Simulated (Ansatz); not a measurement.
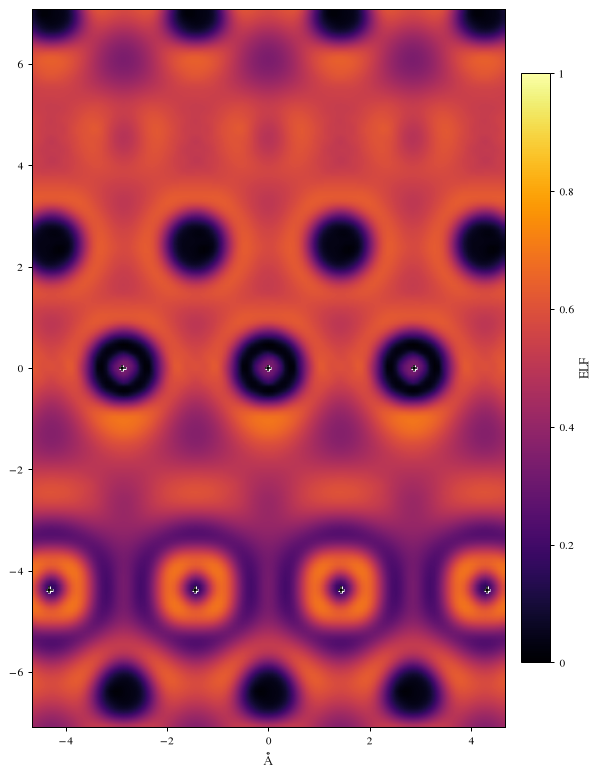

The ELF on a plane through atoms (crosses mark nuclei in the plane).

Theory: DFT PBE, scalar-relativistic, plane waves, PAW (Ansatz).

Candidates:
A. Al$_{5}$Ru, a = 2.88 Å, b = 2.88 Å, c = 13.25 Å, α = 90.00°, β = 90.00°, γ = 120.00°. Space group P-6m2; a structure generated by program, which may or may not match a known phase; computed without spin polarisation.
B. Pt, a = 4.53 Å, b = 4.53 Å, c = 2.71 Å, α = 90.00°, β = 90.00°, γ = 120.00°. Space group P6/mmm; a structure generated by program, which may or may not match a known phase.
C. Si, a = 2.65 Å, b = 2.65 Å, c = 2.49 Å, α = 90.00°, β = 90.00°, γ = 119.97°. Space group P6/mmm; a structure generated by program, which may or may not match a known phase.

Q: Which system is this?

A: Candidate A: Al$_{5}$Ru on the (101) plane of the conventional cell, which holds Al and Ru. Al–Al (2.88 Å): the ELF peaks at about 0.60 between the atoms. Ru–Ru (2.88 Å): the ELF is about 0.35 at the midpoint.
